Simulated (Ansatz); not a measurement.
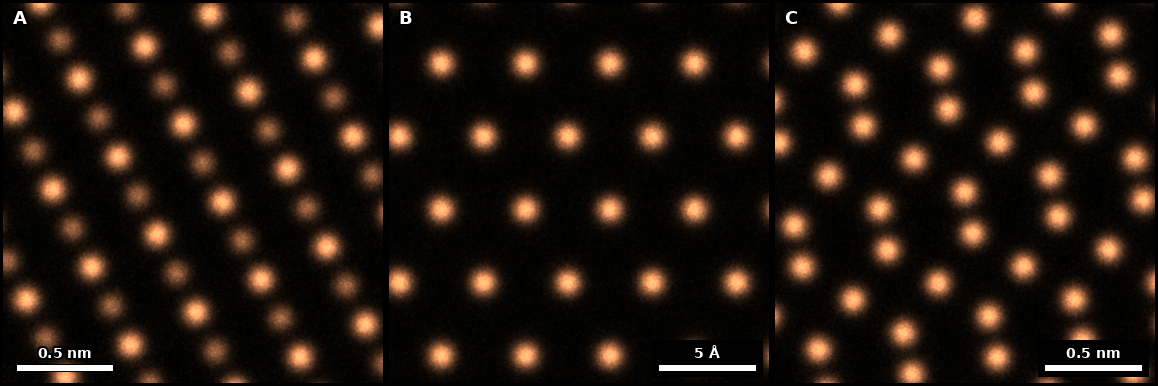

Three views of K (P6/mmm, No. 191) along different zone axes. Simulated incoherent Z contrast: every atom adds Z^1.7 spread by a probe of 1.02 Å full width; channelling and multiple scattering are left out. The probe carries 15 % of its weight in a tail 2.5 times as wide. Shot noise was added. Structure used: a calculation's starting geometry; the starting structure was generated, so it need not be a known form of this composition.

```cif
data_structure
_symmetry_space_group_name_H-M 'P6/mmm'
_symmetry_Int_Tables_number 191
_cell_length_a 7.6509
_cell_length_b 7.6509
_cell_length_c 4.5474
_cell_angle_alpha 90.000
_cell_angle_beta 90.000
_cell_angle_gamma 120.000
_cell_volume 230.53
loop_
_atom_site_label
_atom_site_type_symbol
_atom_site_symmetry_multiplicity
_atom_site_Wyckoff_symbol
_atom_site_fract_x
_atom_site_fract_y
_atom_site_fract_z
_atom_site_occupancy
K1 K 1 a 0.00000 0.00000 0.00000 1
K2 K 2 d 0.33333 0.66667 0.50000 1
```

### Match the panels to the zone axes [001], [100] and [210].

A is [210]: projected cell 3.83 × 4.55 Å, 90°, plane group p2mm. B is [001]: projected cell 4.42 × 4.42 Å, 120°, plane group p6mm. C is [100]: projected cell 4.55 × 6.63 Å, 90°, plane group p2mm.
